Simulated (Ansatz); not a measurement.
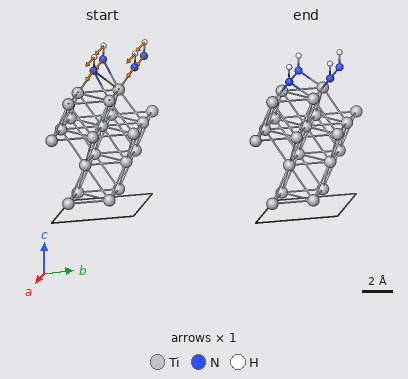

The structure of a slab of composition Ti₄HN (cut from the Fm-3m phase) before (left) and after (right) a constrained relaxation, at one scale. The orange arrows give the displacements, at their true length.

The picture is a ball-and-stick view of the 2 × 2 repeat of the cell, outlined in the plane, without the vacuum, seen slightly off an axis.

Case: NH put at a bridge Ti-Ti site. The slab is the (1 1 1) face of Ti with NH on it. 2 atoms are held fixed.

Level of theory: DFT PBEsol, scalar-relativistic, plane waves, PAW in Ansatz 0.2.0.

Input
```yaml
crystal:
  lattice:
    - [2.8679135953, 0.0, 0.0]
    - [-1.4339567976, 2.4836860294, 0.0]
    - [0.0, 0.0, 27.0249249348]
  atoms:
    - { symbol: Ti, position: [0.6666666667, 0.3333333333, 0.3145244629] }
    - { symbol: Ti, position: [0.3333333333, 0.6666666667, 0.401171943] }
    - { symbol: Ti, position: [0.0, 0.0, 0.4892284636] }
    - { symbol: Ti, position: [0.6666666667, 0.3333333333, 0.5701987942] }
    - { symbol: "N", position: [0.1666666667, -0.1666666667, 0.6375440321] }
    - { symbol: H, position: [0.2468479839, -0.1330166218, 0.6745469101] }
basis:
  ecutwfc: 420
kpoints:
  mp_grid: { grid: [12, 12, 1] }
hamiltonian:
  xc: pbesol
scf:
  occupations: { method: gaussian, width: 0.1 }
output:
  forces: true
  eigenvalues: true
  write_density: true
  write_potential: true
  elf: true
  volumetric_format: npy
relax:
  adjacent_minimum: "off"
  f_tol: 0.03
  max_steps: 70
  constraints: [{ sites: [0, 1] }]
efield:
  axis: 3
  dipole_correction: true
  ramp_width: 0.04
```

Launched with:
```bash
ansatz run input.yaml --threads 2 --pin off --max-ram 5120MiB --backend cpu --events-out ev --progress --plain --runs-dir out
```

**Describe what moved and what it gained.**

The largest move is that of N5, 1.03 Å at 54° to the normal (−c side). Largest moves by element: N 1.03 Å, H 0.93 Å, Ti 0.14 Å. The cell doesn't change. Near-neighbour distances that change, for instance: Ti4–N5 3.079 → 1.973 Å, Ti4–N5 (another image) 3.079 → 3.479 Å, Ti4–N5 (another image) 2.317 → 1.971 Å, Ti3–Ti4 2.744 → 2.874 Å. New bonds form, among them: Ti4–N5 (3.08 → 1.97 Å). Among the angles between lasting bonds that change: Ti4–N5–H6 150.4° → 121.8°, Ti4–N5–Ti4 76.5° → 93.4°, Ti4–N5–H6 132.2° → 123.3°. The energy falls by 2.663 eV per cell of the calculation in 10 geometry steps. The largest force component goes from 5.2 to 0.012 eV/Å. Cost: 5.5 min on 2 threads of Arm Neoverse V1, with other jobs on the host, peak memory 0.73 GiB.

Limits of the set-up: the periodic images lie only 2.9 Å apart, so the values are limited by the cell's size.
